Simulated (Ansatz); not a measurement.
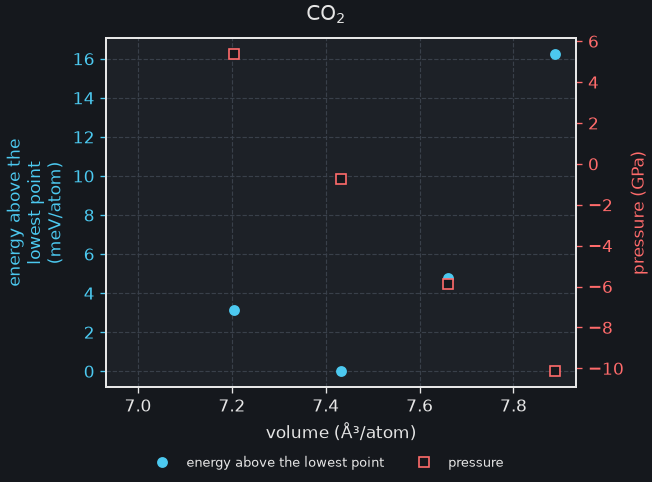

Plotted: energy above the lowest point and pressure against volume for CO₂, space group Fm-3m (No. 225) (one of a set of cubic test structures, which need not be the stable phase).

How it was computed, with Ansatz 0.2.0 development build: equation of state of a cubic crystal from periodic Kohn-Sham density functional theory without spin, third-order Birch-Murnaghan fit to the free energies; pressure corrected for the finite basis. Level: r2SCAN.

structure type fluorite; atoms in cell 3; space group number 225; lattice centring face-centred primitive; k mesh 13×13×13; occupation method Fermi–Dirac; occupation width 0.1 eV; wave cutoff 500 eV; datasets soft-1 PAW; density tolerance 1e−07 eV; bands 12; density cutoff ratio 4; search for lower states default.

The point at volume 6.9781 Å³/atom is left out of the plot. What does the calculation give there?

```json
{"volume (Å³/atom)": "6.9781", "energy above the lowest point (meV/atom)": "15.8", "pressure (GPa)": "12.6"}
```

Caveats: cubic model structure, not the ambient form.
